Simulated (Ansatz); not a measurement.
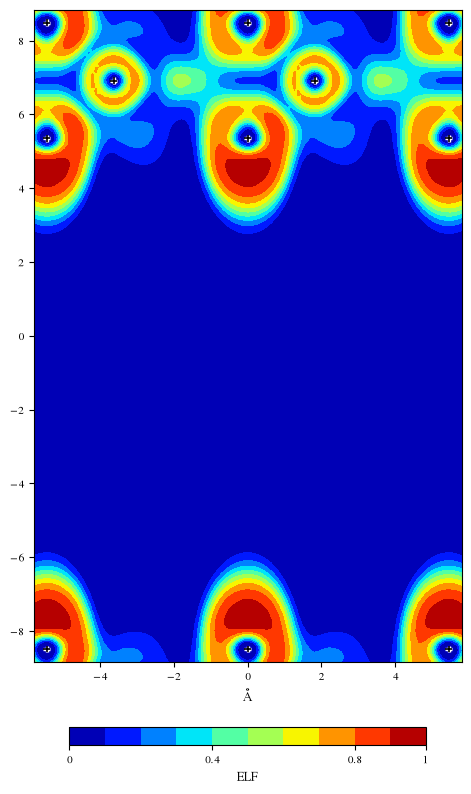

The ELF on a plane through atoms (crosses mark nuclei in the plane).

Method: Ansatz 0.2.0, DFT PBEsol, scalar-relativistic, plane waves, PAW.

Candidates:
A. WS2, a = 3.15 Å, b = 5.45 Å, c = 16.97 Å, α = 90.00°, β = 92.58°, γ = 90.00°. Space group C2; a structure from a database of computed crystals, not necessarily the ambient phase.
B. TaN, a = 4.38 Å, b = 4.38 Å, c = 4.38 Å, α = 90.00°, β = 90.00°, γ = 90.00°. Space group Fm-3m.

Which system is this?

Answer. Candidate A: WS2 on the (100) plane of the conventional cell, which holds W and S. W–S (2.40 Å): the ELF peaks at about 0.85 in the valence shell of S, 0.8 Å from its nucleus, and is about 0.50 at the midpoint.
